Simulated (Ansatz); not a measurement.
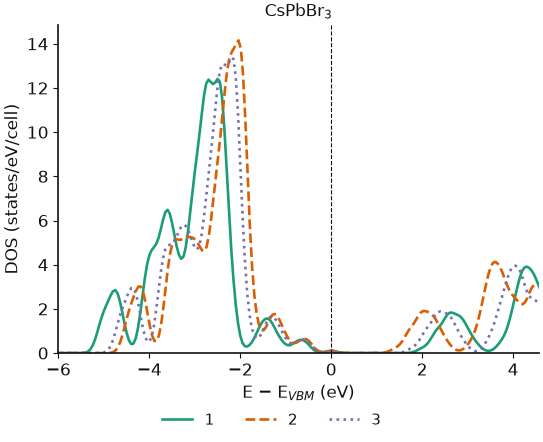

Total densities of states of CsPbBr₃, space group P4/mmm (No. 123), 5 atoms in the cell, uniaxial (x) strain −3.4%, by three methods on the same cell. The curves are built from the levels of the k mesh with Gaussians 0.3 eV wide, which also blur the band edges. Each is counted from its own valence-band top.

Which curve is which? The methods: HSE06, r2SCAN, PBE.

Answer. 1 is HSE06; 2 is PBE; 3 is r2SCAN. HSE06 gives a gap of 2.02 eV, PBE gives a gap of 1.43 eV and r2SCAN gives a gap of 1.79 eV.

Settings. HSE06: DFT, HSE06, plane waves, PAW, no spin polarisation, 4×4×4 k mesh, 420 eV cutoff (Ansatz 0.2.0). PBE: DFT, PBE, plane waves, PAW, no spin polarisation, 4×4×4 k mesh, 420 eV cutoff, Fermi-Dirac smearing of 0.02 eV (Ansatz). r2SCAN: DFT, r2SCAN, plane waves, PAW, no spin polarisation, 4×4×4 k mesh, 500 eV cutoff (Ansatz).

Spin-orbit coupling is left out, which matters for Pb.
